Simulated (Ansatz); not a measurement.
# Run report: ZnSe, geometry relaxation (part 1 of 2)

- system: ZnSe (slab, 8 atoms in the cell)
- method: DFT r2SCAN, scalar-relativistic, plane waves, PAW, no spin polarisation (Ansatz 0.2.0)

The structure derives from an entry of the Crystallography Open Database. It belongs to a series of runs on one base structure; here: (1 0 0) slab, atoms relaxed.

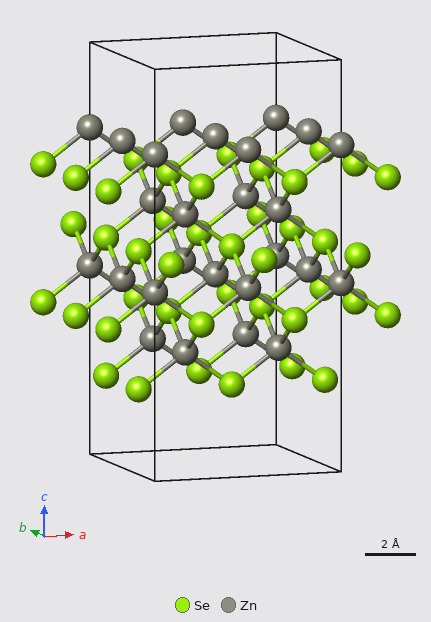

*The structure as given in the input (ball-and-stick view of the 2 × 2 repeat of the cell, with the vacuum cut short, seen slightly off an axis; bonded neighbours outside the cell are drawn too). An atom can appear more than once, as a periodic image.*

## Input
```yaml
crystal:
  lattice:
    - [4.0063895686, 0.0, 0.0]
    - [0.0, 4.0063895686, 0.0]
    - [0.0, 0.0, 24.9153083121]
  atoms:
    - { symbol: Se, position: [0.0, 0.5, 0.3010197548] }
    - { symbol: Zn, position: [0.5, 0.5, 0.3578712535] }
    - { symbol: Se, position: [0.5, 0.0, 0.4147227521] }
    - { symbol: Zn, position: [0.0, 0.0, 0.4715742507] }
    - { symbol: Se, position: [0.0, 0.5, 0.5284257493] }
    - { symbol: Zn, position: [0.5, 0.5, 0.5852772479] }
    - { symbol: Se, position: [0.5, 0.0, 0.6421287465] }
    - { symbol: Zn, position: [0.0, 0.0, 0.6989802452] }
basis:
  ecutwfc: 500
kpoints:
  mp_grid: { grid: [7, 7, 1] }
hamiltonian:
  xc: r2scan
scf:
  occupations: { method: gaussian, width: 0.05 }
output:
  forces: true
  eigenvalues: true
  write_density: true
  write_potential: true
  elf: true
  volumetric_format: npy
relax:
  adjacent_minimum: "off"
  f_tol: 0.02
  max_steps: 60
efield:
  axis: 3
  dipole_correction: true
  ramp_width: 0.04
```

Machine: 2 threads of Arm Neoverse V1, 24 GiB of memory available, shared host.

Launch command:
```bash
ansatz run input.yaml --threads 2 --pin off --max-ram 5120MiB --backend cpu --events-out ev --progress --plain --runs-dir out
```

## What the program printed
```
Engine: ansatz 0.2.0, aarch64-unknown-linux-gnu
Pseudopotentials: kind: paw
Pseudopotential: Se, paw, valence charge 16, recommended cutoff 500 eV (meta_gga), Se.paw.azcp
Pseudopotential: Zn, paw, valence charge 12, recommended cutoff 500 eV (meta_gga), Zn.paw.azcp
Functional definition: r2SCAN
  parameter k0 = 0.174
  parameter k1 = 0.065
  parameter a1 = 4.9479
  exchange = r2scan_x(k0 = k0, k1 = k1, a1 = a1)
  correlation = r2scan_c
Crystal: 8 atoms, lattice volume = 399.920 Å³
Basis set: ecut = 500 eV, 10187 PW (Γ), exchange–correlation on 120×120×768 points (64 copies of the dense FFT grid, shifted against one another)
Bands: 68, of which v1, the nominal top of the filled ones, is band 56 counted from 1 (55 counted from 0)
Symmetry: 4 space group operations
Space group: Pmm2 (ITA 25), of the structure as read, at distance tolerance 7.4e-5 Å
k-points: 16 of 49
Non-local potential: Se, projectors of the file, l = 0: 2, l = 1: 2, l = 2: 3, l = 3: 1
Non-local potential: Zn, projectors of the file, l = 0: 2, l = 1: 2, l = 2: 3, l = 3: 1
PAW form: soft (Blöchl's): semilocal exchange-correlation on the pseudo side does not see the compensation charge
PAW frozen core: Se, regenerated for the run's functional (the file was generated under x = pbe(κ = 0.804, μ = 0.2195149727645171), c = pbe(β = 0.06672455060314922))
PAW frozen core: Zn, regenerated for the run's functional (the file was generated under x = pbe(κ = 0.804, μ = 0.2195149727645171), c = pbe(β = 0.06672455060314922))
PAW one-centre angular grid: Se, 590 points (default); XC on 160 Gauss nodes
PAW one-centre angular grid: Zn, 590 points (default); XC on 261 of its mesh's 2673 points in the sphere
Initial density: superposition of atomic densities (neutral atoms: chi_scale 0, normalization atom), corrected by the library's trained network
Initial wavefunctions: pseudopotential atomic-orbital guess
Functional: x = r2scan, c = r2scan; τ floored in thin density (d = 2e-4 eV/Å³)
SCF iter   1: F=—  HF=-35218.209542 eV  |F-HF|=—  |Δ(HF+E_count)|=         —  Δρ=1.02e-2  dr2=8.49e-1  dr2_τ=1.85e-2  ethr=1.77e-3  p=0.216 e·Å  D=9.79e-2 V/Å  ΔV_dip=-2.44 eV  dr2_dipole=5.01e-1  V_vac-E_F(+/−)=4.29/6.73 eV  ⟨swp⟩=8.8  Hψ=4910  notcnv=0  defer=57
efield: sawtooth ramp at fractional position 0.9800 (placed from the atoms, in the widest stretch of the axis that holds none; the zero of the levels goes with the place), width 0.0400; the density the first Hamiltonian is built on has a dipole p = 0.216 e·Å; the dipole correction subtracts the counter field D = 9.79e-2 V/Å, which shifts the + side's vacuum level by -2.44 eV against the − side's; the planar-averaged density in the ramp window peaks in size at 2.2e-5 e/Å³
preconditioner: auto → LDOS  [insulator: Δε(μ)=0.062 eV  Ē_g=11.091 eV  σ=0.050 eV  W_gap=0.61  n_scr=68 (ndim 8)  ℏωp=15.8 eV  f_vac=0.505  D(μ)=4.27/eV (n_scr^D=10)  ε∞_Penn≈3.0  β→1.0]
SCF iter   2: F=—  HF=-35218.358582 eV  |F-HF|=—  |Δ(HF+E_count)|=   1.49e-1  Δρ=1.12e-2  dr2=3.15e-1  dr2_τ=3.22e-3  ethr=7.58e-4  p=0.239 e·Å  D=1.08e-1 V/Å  ΔV_dip=-2.70 eV  dr2_dipole=1.29e-2  V_vac-E_F(+/−)=4.19/6.89 eV  ⟨swp⟩=2.6  Hψ=1895  notcnv=0  defer=92
SCF iter   3: F=—  HF=-35218.176115 eV  |F-HF|=—  |Δ(HF+E_count)|=   1.82e-1  Δρ=1.12e-3  dr2=1.05e-2  dr2_τ=2.65e-4  ethr=2.81e-4  p=0.235 e·Å  D=1.06e-1 V/Å  ΔV_dip=-2.64 eV  dr2_dipole=1.75e-4  V_vac-E_F(+/−)=4.27/6.91 eV  ⟨swp⟩=2.0  Hψ=1876  notcnv=0  defer=92
SCF iter   4: F=—  HF=-35218.173298 eV  |F-HF|=—  |Δ(HF+E_count)|=   2.82e-3  Δρ=4.89e-4  dr2=3.31e-3  dr2_τ=3.47e-5  ethr=9.42e-6  p=0.230 e·Å  D=1.04e-1 V/Å  ΔV_dip=-2.60 eV  dr2_dipole=1.67e-3  V_vac-E_F(+/−)=4.31/6.90 eV  ⟨swp⟩=2.0  Hψ=1903  notcnv=0  defer=92
SCF iter   5: F=—  HF=-35218.173390 eV  |F-HF|=—  |Δ(HF+E_count)|=   9.15e-5  Δρ=2.65e-4  dr2=3.63e-4  dr2_τ=2.67e-6  ethr=2.96e-6  p=0.230 e·Å  D=1.04e-1 V/Å  ΔV_dip=-2.59 eV  dr2_dipole=6.43e-5  V_vac-E_F(+/−)=4.32/6.92 eV  ⟨swp⟩=2.0  Hψ=1514  notcnv=0  defer=92
SCF iter   6: F=—  HF=-35218.173438 eV  |F-HF|=—  |Δ(HF+E_count)|=   4.82e-5  Δρ=1.44e-4  dr2=1.34e-4  dr2_τ=8.21e-7  ethr=3.24e-7  p=0.230 e·Å  D=1.04e-1 V/Å  ΔV_dip=-2.59 eV  dr2_dipole=6.73e-6  V_vac-E_F(+/−)=4.33/6.92 eV  ⟨swp⟩=2.0  Hψ=1550  notcnv=0  defer=92
SCF iter   7: F=—  HF=-35218.173467 eV  |F-HF|=—  |Δ(HF+E_count)|=   2.90e-5  Δρ=5.47e-5  dr2=3.11e-5  dr2_τ=1.39e-7  ethr=1.20e-7  p=0.229 e·Å  D=1.03e-1 V/Å  ΔV_dip=-2.58 eV  dr2_dipole=2.12e-5  V_vac-E_F(+/−)=4.35/6.92 eV  ⟨swp⟩=2.0  Hψ=1579  notcnv=0  defer=92
SCF iter   8: F=-35218.173468 eV  HF=-35218.173470 eV  |F-HF|=1.30e-6  |Δ(HF+E_count)|=   2.93e-6  Δρ=2.72e-5  dr2=4.77e-6  dr2_τ=3.97e-8  ethr=8.93e-9  p=0.228 e·Å  D=1.03e-1 V/Å  ΔV_dip=-2.57 eV  dr2_dipole=1.78e-6  V_vac-E_F(+/−)=4.35/6.92 eV  ⟨swp⟩=21.7  Hψ=11976  notcnv=0
SCF 1 converged in 8 iterations: F = -35218.173468 eV  dr2 = 4.77e-6
  greatest PAW one-centre occupation: 1.000 electrons in one spin orbital (limit 2), on the Se atom at site 0 (counted from 0), in its partial waves of l = 2
relax step   1: F+E_penalty+E_count = -35218.17346842 eV  Δ(F+E_penalty+E_count) = +0.000e0 eV  max|allowed force component| = 6.239e-1 eV/Å  Δτ_max = 0.0000 Å  (8 SCF iters, dr2 threshold 1.00e-5 eV, accepted)
Initial density: handed on by an earlier stage of this run
Initial wavefunctions: those handed on with the density
iter 1 solved again at ethr=8.34e-6 eV; its pass at ethr=3.10e-3 eV (dr2=9.35e-3 eV) is discarded
SCF iter   1: F=—  HF=-35218.199614 eV  |F-HF|=—  |Δ(HF+E_count)|=         —  Δρ=1.41e-3  dr2=9.90e-3  dr2_τ=3.12e-2  ethr=8.34e-6  p=0.228 e·Å  D=1.03e-1 V/Å  ΔV_dip=-2.57 eV  dr2_dipole=3.22e-3  V_vac-E_F(+/−)=4.35/6.92 eV  ⟨swp⟩=2.0  Hψ=3343  notcnv=0  defer=95
efield: sawtooth ramp at fractional position 0.9800 (handed on by an earlier solve), width 0.0400; the density the first Hamiltonian is built on has a dipole p = 0.228 e·Å; the dipole correction subtracts the counter field D = 1.03e-1 V/Å, which shifts the + side's vacuum level by -2.57 eV against the − side's; the planar-averaged density in the ramp window peaks in size at 2.4e-6 e/Å³
preconditioner: auto → LDOS  [insulator: Δε(μ)=0.074 eV  Ē_g=10.910 eV  σ=0.050 eV  W_gap=0.70  n_scr=68 (ndim 8)  ℏωp=15.8 eV  f_vac=0.503  D(μ)=1.15/eV (n_scr^D=4)  ε∞_Penn≈3.1  β→1.0]
SCF iter   2: F=—  HF=-35218.240671 eV  |F-HF|=—  |Δ(HF+E_count)|=   4.11e-2  Δρ=8.18e-4  dr2=1.20e-2  dr2_τ=1.12e-4  ethr=8.34e-6  p=0.225 e·Å  D=1.02e-1 V/Å  ΔV_dip=-2.54 eV  dr2_dipole=6.40e-3  V_vac-E_F(+/−)=4.32/6.87 eV  ⟨swp⟩=2.0  Hψ=1666  notcnv=0  defer=95
SCF iter   3: F=—  HF=-35218.239674 eV  |F-HF|=—  |Δ(HF+E_count)|=   9.97e-4  Δρ=2.98e-4  dr2=1.76e-3  dr2_τ=2.89e-6  ethr=8.34e-6  p=0.226 e·Å  D=1.02e-1 V/Å  ΔV_dip=-2.54 eV  dr2_dipole=1.19e-3  V_vac-E_F(+/−)=4.32/6.86 eV  ⟨swp⟩=2.1  Hψ=1326  notcnv=0  defer=95
SCF iter   4: F=—  HF=-35218.239846 eV  |F-HF|=—  |Δ(HF+E_count)|=   1.73e-4  Δρ=3.40e-4  dr2=5.33e-4  dr2_τ=2.82e-6  ethr=1.57e-6  p=0.227 e·Å  D=1.03e-1 V/Å  ΔV_dip=-2.56 eV  dr2_dipole=1.45e-4  V_vac-E_F(+/−)=4.31/6.87 eV  ⟨swp⟩=2.0  Hψ=1550  notcnv=0  defer=95
SCF iter   5: F=—  HF=-35218.239688 eV  |F-HF|=—  |Δ(HF+E_count)|=   1.58e-4  Δρ=9.12e-5  dr2=8.79e-5  dr2_τ=3.53e-7  ethr=4.75e-7  p=0.227 e·Å  D=1.03e-1 V/Å  ΔV_dip=-2.56 eV  dr2_dipole=4.70e-5  V_vac-E_F(+/−)=4.31/6.87 eV  ⟨swp⟩=2.0  Hψ=1517  notcnv=0  defer=95
SCF iter   6: F=-35218.239667 eV  HF=-35218.239676 eV  |F-HF|=9.52e-6  |Δ(HF+E_count)|=   1.18e-5  Δρ=2.49e-5  dr2=7.88e-6  dr2_τ=7.48e-8  ethr=2.17e-8  p=0.227 e·Å  D=1.03e-1 V/Å  ΔV_dip=-2.56 eV  dr2_dipole=3.38e-6  V_vac-E_F(+/−)=4.31/6.87 eV  ⟨swp⟩=17.3  Hψ=10513  notcnv=0
SCF 2 converged in 6 iterations: F = -35218.239667 eV  dr2 = 7.88e-6
relax step   2: F+E_penalty+E_count = -35218.23966694 eV  Δ(F+E_penalty+E_count) = -6.620e-2 eV  max|allowed force component| = 3.033e-1 eV/Å  Δτ_max = 0.0373 Å  (6 SCF iters, dr2 threshold 2.43e-5 eV, accepted)
SCF iter   1: F=—  HF=-35218.215349 eV  |F-HF|=—  |Δ(HF+E_count)|=         —  Δρ=2.45e-3  dr2=1.07e-1  dr2_τ=5.25e-2  ethr=1.83e-4  p=0.227 e·Å  D=1.03e-1 V/Å  ΔV_dip=-2.56 eV  dr2_dipole=6.98e-2  V_vac-E_F(+/−)=4.27/6.83 eV  ⟨swp⟩=4.2  Hψ=2585  notcnv=0  defer=91
efield: sawtooth ramp at fractional position 0.9800 (handed on by an earlier solve), width 0.0400; the density the first Hamiltonian is built on has a dipole p = 0.227 e·Å; the dipole correction subtracts the counter field D = 1.03e-1 V/Å, which shifts the + side's vacuum level by -2.56 eV against the − side's; the planar-averaged density in the ramp window peaks in size at 1.2e-6 e/Å³
preconditioner: auto → LDOS  [insulator: Δε(μ)=0.080 eV  Ē_g=10.907 eV  σ=0.050 eV  W_gap=0.74  n_scr=68 (ndim 8)  ℏωp=15.8 eV  f_vac=0.501  D(μ)=2.89/eV (n_scr^D=8)  ε∞_Penn≈3.1  β→1.0]
SCF iter   2: F=—  HF=-35218.268952 eV  |F-HF|=—  |Δ(HF+E_count)|=   5.36e-2  Δρ=1.02e-3  dr2=7.85e-3  dr2_τ=2.28e-4  ethr=9.56e-5  p=0.232 e·Å  D=1.05e-1 V/Å  ΔV_dip=-2.62 eV  dr2_dipole=2.19e-3  V_vac-E_F(+/−)=4.23/6.84 eV  ⟨swp⟩=2.1  Hψ=1638  notcnv=0  defer=90
SCF iter   3: F=—  HF=-35218.268775 eV  |F-HF|=—  |Δ(HF+E_count)|=   1.78e-4  Δρ=7.81e-4  dr2=2.19e-3  dr2_τ=6.90e-5  ethr=7.01e-6  p=0.233 e·Å  D=1.05e-1 V/Å  ΔV_dip=-2.62 eV  dr2_dipole=3.66e-5  V_vac-E_F(+/−)=4.21/6.84 eV  ⟨swp⟩=2.0  Hψ=1672  notcnv=0  defer=90
SCF iter   4: F=—  HF=-35218.267911 eV  |F-HF|=—  |Δ(HF+E_count)|=   8.63e-4  Δρ=3.53e-4  dr2=3.61e-4  dr2_τ=3.58e-6  ethr=1.95e-6  p=0.233 e·Å  D=1.05e-1 V/Å  ΔV_dip=-2.63 eV  dr2_dipole=5.29e-5  V_vac-E_F(+/−)=4.22/6.84 eV  ⟨swp⟩=2.0  Hψ=1602  notcnv=0  defer=90
SCF iter   5: F=—  HF=-35218.267751 eV  |F-HF|=—  |Δ(HF+E_count)|=   1.60e-4  Δρ=4.96e-5  dr2=1.65e-5  dr2_τ=1.60e-7  ethr=3.22e-7  p=0.233 e·Å  D=1.05e-1 V/Å  ΔV_dip=-2.62 eV  dr2_dipole=5.29e-6  V_vac-E_F(+/−)=4.22/6.84 eV  ⟨swp⟩=2.0  Hψ=1594  notcnv=0  defer=90
SCF iter   6: F=-35218.267754 eV  HF=-35218.267755 eV  |F-HF|=3.14e-7  |Δ(HF+E_count)|=   3.89e-6  Δρ=1.89e-5  dr2=1.56e-6  dr2_τ=2.80e-8  ethr=5.13e-9  p=0.233 e·Å  D=1.05e-1 V/Å  ΔV_dip=-2.62 eV  dr2_dipole=6.93e-8  V_vac-E_F(+/−)=4.22/6.84 eV  ⟨swp⟩=18.4  Hψ=11081  notcnv=0
SCF 3 converged in 6 iterations: F = -35218.267754 eV  dr2 = 1.56e-6
relax step   3: F+E_penalty+E_count = -35218.26775450 eV  Δ(F+E_penalty+E_count) = -2.809e-2 eV  max|allowed force component| = 3.400e-2 eV/Å  Δτ_max = 0.0650 Å  (6 SCF iters, dr2 threshold 5.75e-6 eV, accepted)
SCF iter   1: F=—  HF=-35218.264872 eV  |F-HF|=—  |Δ(HF+E_count)|=         —  Δρ=4.28e-4  dr2=7.38e-3  dr2_τ=2.06e-3  ethr=4.00e-5  p=0.233 e·Å  D=1.05e-1 V/Å  ΔV_dip=-2.62 eV  dr2_dipole=5.59e-3  V_vac-E_F(+/−)=4.21/6.83 eV  ⟨swp⟩=3.0  Hψ=2149  notcnv=0  defer=90
efield: sawtooth ramp at fractional position 0.9800 (handed on by an earlier solve), width 0.0400; the density the first Hamiltonian is built on has a dipole p = 0.233 e·Å; the dipole correction subtracts the counter field D = 1.05e-1 V/Å, which shifts the + side's vacuum level by -2.62 eV against the − side's; the planar-averaged density in the ramp window peaks in size at 1.5e-6 e/Å³
preconditioner: auto → LDOS  [insulator: Δε(μ)=0.094 eV  Ē_g=10.900 eV  σ=0.050 eV  W_gap=0.81  n_scr=68 (ndim 8)  ℏωp=15.8 eV  f_vac=0.503  D(μ)=2.21/eV (n_scr^D=6)  ε∞_Penn≈3.1  β→1.0]
SCF iter   2: F=—  HF=-35218.268521 eV  |F-HF|=—  |Δ(HF+E_count)|=   3.65e-3  Δρ=4.33e-4  dr2=1.38e-2  dr2_τ=4.78e-5  ethr=6.59e-6  p=0.235 e·Å  D=1.06e-1 V/Å  ΔV_dip=-2.65 eV  dr2_dipole=1.08e-2  V_vac-E_F(+/−)=4.21/6.86 eV  ⟨swp⟩=2.0  Hψ=1531  notcnv=0  defer=90
SCF iter   3: F=—  HF=-35218.268163 eV  |F-HF|=—  |Δ(HF+E_count)|=   3.58e-4  Δρ=1.65e-4  dr2=1.73e-3  dr2_τ=1.27e-6  ethr=6.59e-6  p=0.233 e·Å  D=1.06e-1 V/Å  ΔV_dip=-2.63 eV  dr2_dipole=1.38e-3  V_vac-E_F(+/−)=4.22/6.85 eV  ⟨swp⟩=1.1  Hψ=1000  notcnv=0  defer=90
SCF iter   4: F=—  HF=-35218.268144 eV  |F-HF|=—  |Δ(HF+E_count)|=   1.83e-5  Δρ=1.18e-4  dr2=8.01e-5  dr2_τ=4.90e-7  ethr=1.55e-6  p=0.232 e·Å  D=1.05e-1 V/Å  ΔV_dip=-2.62 eV  dr2_dipole=3.11e-5  V_vac-E_F(+/−)=4.22/6.84 eV  ⟨swp⟩=1.1  Hψ=999  notcnv=0  defer=90
SCF iter   5: F=—  HF=-35218.268154 eV  |F-HF|=—  |Δ(HF+E_count)|=   9.40e-6  Δρ=3.60e-5  dr2=4.55e-5  dr2_τ=8.64e-8  ethr=7.15e-8  p=0.232 e·Å  D=1.05e-1 V/Å  ΔV_dip=-2.62 eV  dr2_dipole=3.10e-5  V_vac-E_F(+/−)=4.22/6.84 eV  ⟨swp⟩=2.0  Hψ=1490  notcnv=0  defer=90
SCF iter   6: F=—  HF=-35218.268152 eV  |F-HF|=—  |Δ(HF+E_count)|=   1.71e-6  Δρ=9.64e-6  dr2=2.98e-6  dr2_τ=1.31e-8  ethr=4.06e-8  p=0.232 e·Å  D=1.05e-1 V/Å  ΔV_dip=-2.62 eV  dr2_dipole=2.06e-6  V_vac-E_F(+/−)=4.22/6.84 eV  ⟨swp⟩=1.0  Hψ=998  notcnv=0  defer=90
SCF iter   7: F=—  HF=-35218.268152 eV  |F-HF|=—  |Δ(HF+E_count)|=   5.74e-8  Δρ=6.92e-6  dr2=3.17e-6  dr2_τ=3.05e-9  ethr=2.66e-9  p=0.232 e·Å  D=1.05e-1 V/Å  ΔV_dip=-2.62 eV  dr2_dipole=2.44e-6  V_vac-E_F(+/−)=4.22/6.84 eV  ⟨swp⟩=1.9  Hψ=1206  notcnv=0  defer=90
SCF iter   8: F=—  HF=-35218.268152 eV  |F-HF|=—  |Δ(HF+E_count)|=   5.10e-8  Δρ=3.49e-6  dr2=5.14e-7  dr2_τ=4.31e-10  ethr=2.66e-9  p=0.232 e·Å  D=1.05e-1 V/Å  ΔV_dip=-2.62 eV  dr2_dipole=3.95e-7  V_vac-E_F(+/−)=4.22/6.84 eV  ⟨swp⟩=1.2  Hψ=1002  notcnv=0  defer=90
SCF iter   9: F=-35218.268152 eV  HF=-35218.268152 eV  |F-HF|=8.95e-10  |Δ(HF+E_count)|=   1.19e-8  Δρ=4.80e-7  dr2=2.85e-9  dr2_τ=2.69e-11  ethr=8.93e-11  p=0.232 e·Å  D=1.05e-1 V/Å  ΔV_dip=-2.62 eV  dr2_dipole=1.12e-9  V_vac-E_F(+/−)=4.22/6.84 eV  ⟨swp⟩=14.4  Hψ=7999  notcnv=0
SCF 4 converged in 9 iterations: F = -35218.268152 eV  dr2 = 2.85e-9
relax step   4: F+E_penalty+E_count = -35218.26815206 eV  Δ(F+E_penalty+E_count) = -3.976e-4 eV  max|allowed force component| = 7.774e-3 eV/Å  Δτ_max = 0.0124 Å  (9 SCF iters, accepted)
iter 1 solved again at ethr=2.58e-12 eV; its pass at ethr=3.10e-3 eV (dr2=2.88e-9 eV) is discarded
SCF iter   1: F=—  HF=-35218.268152 eV  |F-HF|=—  |Δ(HF+E_count)|=         —  Δρ=4.80e-7  dr2=2.84e-9  dr2_τ=2.69e-11  ethr=2.58e-12  p=0.232 e·Å  D=1.05e-1 V/Å  ΔV_dip=-2.62 eV  dr2_dipole=1.12e-9  V_vac-E_F(+/−)=4.22/6.84 eV  ⟨swp⟩=1.1  Hψ=3065  notcnv=0
efield: sawtooth ramp at fractional position 0.9800 (kept from the solve that this one continues, or follows in the run), width 0.0400; the density the first Hamiltonian is built on has a dipole p = 0.232 e·Å; the dipole correction subtracts the counter field D = 1.05e-1 V/Å, which shifts the + side's vacuum level by -2.62 eV against the − side's; the planar-averaged density in the ramp window peaks in size at 1.5e-6 e/Å³
preconditioner: auto → LDOS  [insulator: Δε(μ)=0.097 eV  Ē_g=10.902 eV  σ=0.050 eV  W_gap=0.83  n_scr=68 (ndim 8)  ℏωp=15.8 eV  f_vac=0.503  D(μ)=1.79/eV (n_scr^D=6)  ε∞_Penn≈3.1  β→1.0]
SCF iter   2: F=-35218.268152 eV  HF=-35218.268152 eV  |F-HF|=2.47e-10  |Δ(HF+E_count)|=   2.31e-9  Δρ=3.77e-7  dr2=6.61e-10  dr2_τ=5.98e-12  ethr=2.54e-12  p=0.232 e·Å  D=1.05e-1 V/Å  ΔV_dip=-2.62 eV  dr2_dipole=3.72e-13  V_vac-E_F(+/−)=4.22/6.84 eV  ⟨swp⟩=9.8  Hψ=7036  notcnv=0
SCF 5 converged in 2 iterations: F = -35218.268152 eV  dr2 = 6.61e-10
```

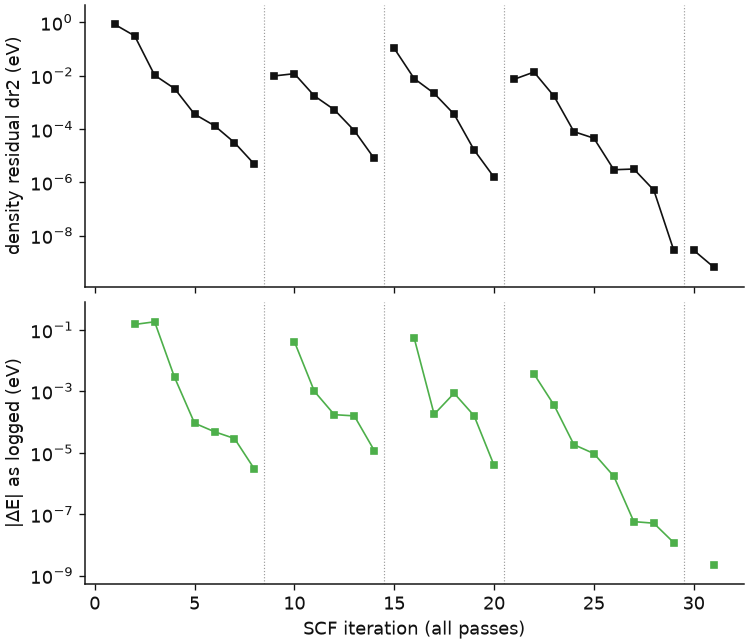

*Convergence of the self-consistent field: density residual dr2 and size of the energy change against the SCF iteration. Dotted lines part the SCF passes that the log prints in full.*

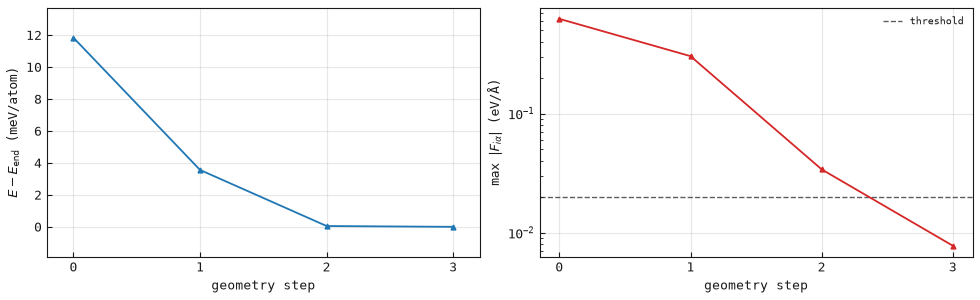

*Progress of the relaxation, step by step (the first geometry is step 0 here and step 1 in the log).*
